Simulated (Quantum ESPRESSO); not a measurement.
Consider MgO (Periclase, Fm-3m).

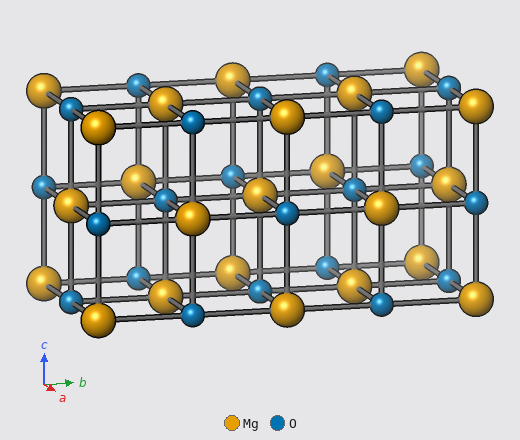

The structure (magnesium orange, oxygen blue). 1×2×1 conventional cells are drawn. Some periodic images of atoms are drawn too.

```
Mg O
1.0
     0.00000    2.10850    2.10850
     2.10850    0.00000    2.10850
     2.10850    2.10850    0.00000
Mg O
1 1
Direct
  0.00000 0.00000 0.00000
  0.50000 0.50000 0.50000
```

Absorber: atom 1, with 6 O at 2.11 Å (octahedral, site symmetry m-3m). Method: Quantum ESPRESSO XSpectra, PBE, full core hole (charged cell), 16-atom cell with 6.0 Å between holes, 5×5×5 k points, dipole transitions, Lorentzian half width 0.3 eV up to 4 eV, rising linearly to 2.5 eV at 25 eV (counted from xe0, 2.1 eV below the zero used here).

The database entry behind the starting cell differs from later determinations by our own check (about 0.1 % long), so it need not match the best structure at ambient conditions.

What does the Mg K edge look like?

Main maxima up to 24 eV above the zero (height): 4.5 eV (1.54), 10.5 eV (1.82) and 22.0 eV (0.75). A K edge sees empty p states on the absorber. The total-energy difference plus the lowest empty eigenvalue puts the zero at 1315.70 eV. One term is added: -12.99 eV, since the hole is spin-paired here and a spin-polarised one costs that much less in the free atom (computed apart). The photon energy is then 1302.71 eV. The tabulated edge of the element is 1303 eV. The functional and the charged cell's background leave an error of a few eV in such absolute values.

The Mg K spectrum (energy from the lowest empty level; intensity scaled to a mean of 1 over the first 20 eV; the points at xe0, where the cut of filled states can leave a spike, are interpolated):

```csv
E (eV),intensity
-2.0,0.02
-0.5,0.04
1.0,0.08
2.5,0.33
4.0,1.35
5.5,1.31
7.0,1.07
8.5,1.68
10.0,1.79
11.5,1.67
13.0,1.05
14.5,0.77
16.0,0.67
17.5,0.65
19.0,0.70
20.5,0.74
22.0,0.75
23.5,0.73
25.0,0.67
26.5,0.58
28.0,0.52
29.5,0.49
31.0,0.48
```

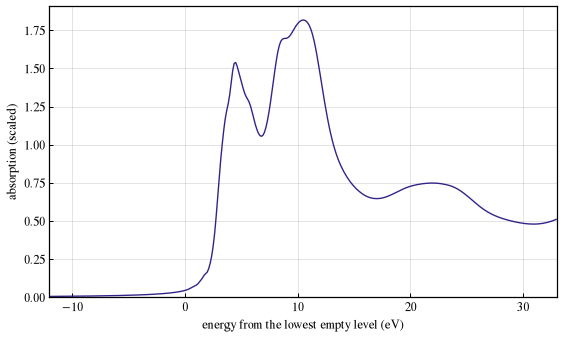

The Mg K edge.

The holes are only 6.0 Å apart, so the shape is probably not converged with cell size; no larger cell was run here. The structure is a published determination, not relaxed.

[Banner, clock and machine lines of the logs are left out without a mark of their own.]

[Logs are printed without paths, hosts, clocks, repeated set-up lines and the standing remarks that a program may print on its own settings, such as how far it seeks lower states.]

[Hosts, paths, dates, database ids (printed as entryN), source tags and the programs' standing remarks are cut or masked in the printed files.]

[Lists of maxima count a maximum above −3 eV only where it reaches 4 % of the highest in the window and stands out from its surroundings by 2 % of it (1.5 % where it reaches 55 %); shoulders and weaker maxima are passed over, and of the rest the first, up to two pre-edge ones and the few strongest are named.]
